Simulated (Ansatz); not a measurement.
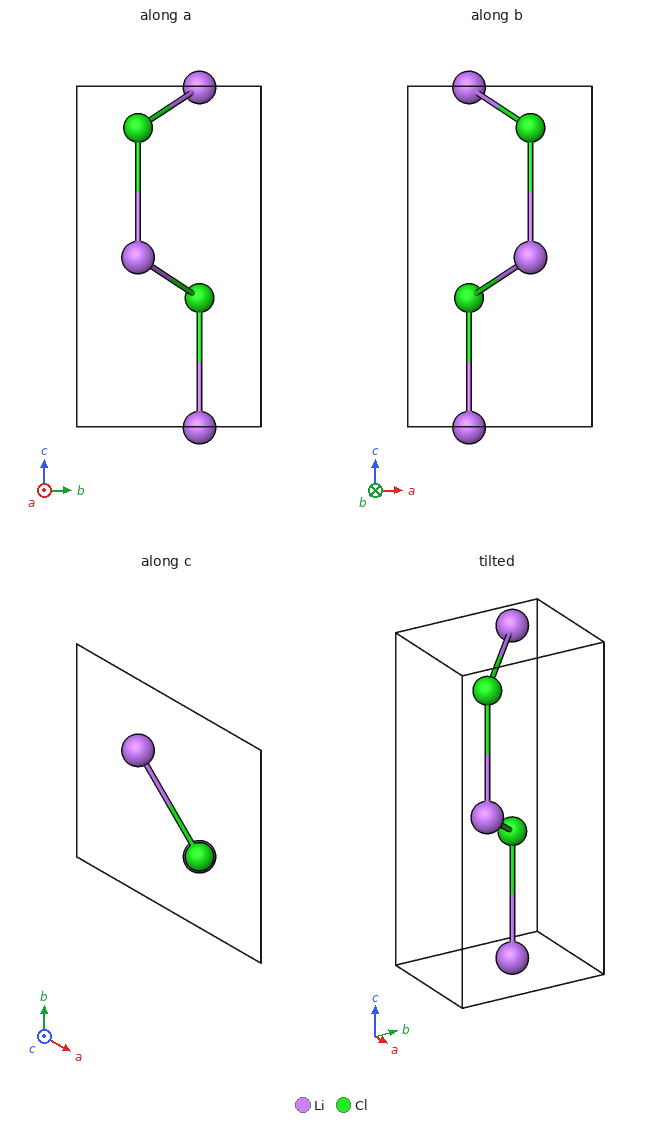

We look at a ball-and-stick model of the crystal along the a axis, along the b axis, along the c axis and slightly off an axis. The frame is the conventional unit cell; atoms at its boundary are shown with their periodic copies.

Lattice parameters: a = 3.8942 Å, b = 3.8942 Å, c = 6.2245 Å, α = 90.000°, β = 90.000°, γ = 120.000°.

Record the structure as a CIF with its space group and independent sites, with free fractional coordinates to two decimals.

Answer.
```cif
data_structure
_symmetry_space_group_name_H-M 'P 63 m c'
_symmetry_Int_Tables_number 186
_cell_length_a 3.8942
_cell_length_b 3.8942
_cell_length_c 6.2245
_cell_angle_alpha 90.000
_cell_angle_beta 90.000
_cell_angle_gamma 120.000
_cell_volume 81.75
loop_
_atom_site_label
_atom_site_type_symbol
_atom_site_symmetry_multiplicity
_atom_site_Wyckoff_symbol
_atom_site_fract_x
_atom_site_fract_y
_atom_site_fract_z
_atom_site_occupancy
Li1 Li 2 b 0.3333 0.6667 0.00 1
Cl1 Cl 2 b 0.3333 0.6667 0.38 1
```

The structure comes from a structure type filled with these elements by a generator (whether the compound takes this form wasn't checked). Earlier steps of the study, as a rule a relaxation of our own, may have changed the cell and positions, so they can lie some per cent off the listed ones. A calculation with Ansatz used it as input.
